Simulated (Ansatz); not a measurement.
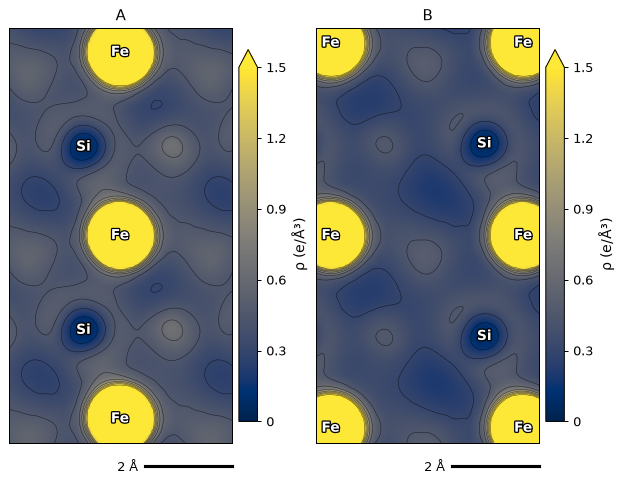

FeSi. The valence pseudo-density of two cells that differ in size, on the (100) plane of each (indices in the axes of the calculation cell), at one length scale and on one colour scale: B has 10.7 Å³ an atom and A 9.2.

Computed with Ansatz, DFT PBEsol, scalar-relativistic, plane waves, PAW.

The density is the valence pseudo-density of a PAW calculation; it isn't the true density close to the nuclei.

The larger cell:

```cif
data_structure
_symmetry_space_group_name_H-M 'P 1'
_symmetry_Int_Tables_number 1
_cell_length_a 4.4034
_cell_length_b 4.4034
_cell_length_c 4.4034
_cell_angle_alpha 90.000
_cell_angle_beta 90.000
_cell_angle_gamma 90.000
_cell_volume 85.38
loop_
_atom_site_label
_atom_site_type_symbol
_atom_site_fract_x
_atom_site_fract_y
_atom_site_fract_z
_atom_site_occupancy
Fe1 Fe 0.13686 0.13686 0.13686 1
Fe2 Fe 0.36314 0.86314 0.63686 1
Fe3 Fe 0.63686 0.36314 0.86314 1
Fe4 Fe 0.86314 0.63686 0.36314 1
Si1 Si 0.84099 0.84099 0.84099 1
Si2 Si 0.65901 0.15901 0.34099 1
Si3 Si 0.34099 0.65901 0.15901 1
Si4 Si 0.15901 0.34099 0.65901 1
```

The smaller cell: a = 4.190 Å, b = 4.190 Å, c = 4.190 Å, α = 90.00°, β = 90.00°, γ = 90.00°.

Question: What changes from the larger cell to the smaller?

Answer: From the larger cell to the smaller, Fe–Si goes from 2.47 to 2.32 Å, and the density at its midpoint from 0.38 to 0.5 e/Å³; the pressure goes from 0.0 to 50 GPa.
